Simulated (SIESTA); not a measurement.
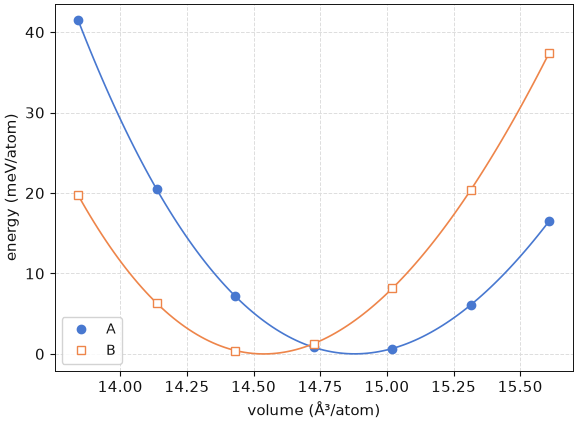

The figure compares two calculations of the energy against volume, each curve from its own zero. The first is for BaZrO₃, space group Pm-3m (No. 221).

The cell holds 5 atoms.

Calculation (SIESTA 5.4.2): DFT in numerical atomic orbitals with pseudopotentials, no spin polarisation; energies at scaled volumes of the given cell, shape and fractions fixed, counted from the fit's minimum, third-order Birch-Murnaghan fit. Level: LDA.

- k mesh: 4×4×4
- occupations: Fermi–Dirac
- smearing width: 0.05 eV
- potentials: PseudoDojo 0.4 standard, converted to PSML, two zetas on semicore shells
- program settings: basis DZP, mesh cutoff 800 Ry

In the second, the level changes from LDA to PBEsol.

### Which of A and B is the second calculation, and what did the change do?

A. The equilibrium volume rises from 14.54 to 14.88 Å³/atom (+2.3 %) and the bulk modulus falls from 173 to 161 GPa (−6.9 %).

For both, limits of the calculation: mulliken charges of long orbitals.

V0 and the bulk modulus come from third-order Birch–Murnaghan fits.
